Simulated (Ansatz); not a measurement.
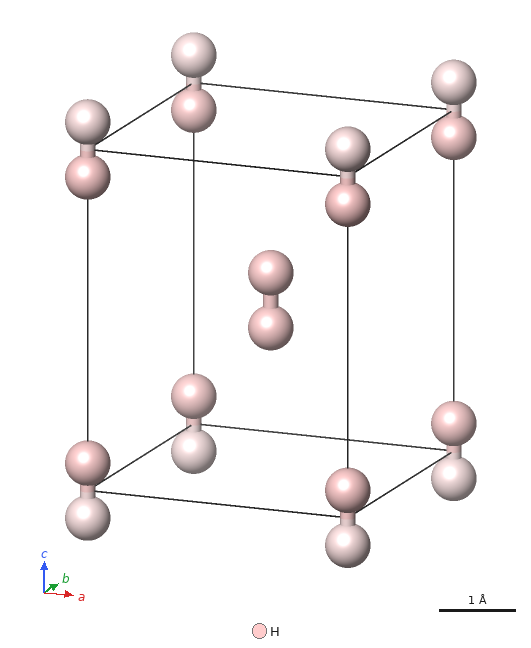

Shown here is a ball-and-stick view of the crystal, taken slightly off an axis. One conventional unit cell is framed, with atoms on its boundary repeated. Periodic images bonded to atoms of the box are shown as well, in fainter colours.

H, space group I4/mmm (No. 139), a = 3.71 Å, b = 3.71 Å, c = 4.66 Å, α = 90.00°, β = 90.00°, γ = 90.00°.

Setup: DFT PBE, scalar-relativistic, plane waves, PAW (Ansatz); an energy cutoff of 420 eV, k-point mesh 6×6×6, Gaussian smearing of 0.02 eV, no spin polarisation.

Q: Is it conducting or gapped at this level?

A: An insulator at this level, with a gap of 9.32 eV on the k-mesh (the true edges may lie between mesh points, so the gap can be somewhat smaller).

Its origin is a structure listed in the Materials Project. The cell was then strained or its atoms displaced on purpose. The atoms were relaxed in a fixed cell with DFT PBE, scalar-relativistic, plane waves, PAW in Ansatz 0.2.0.
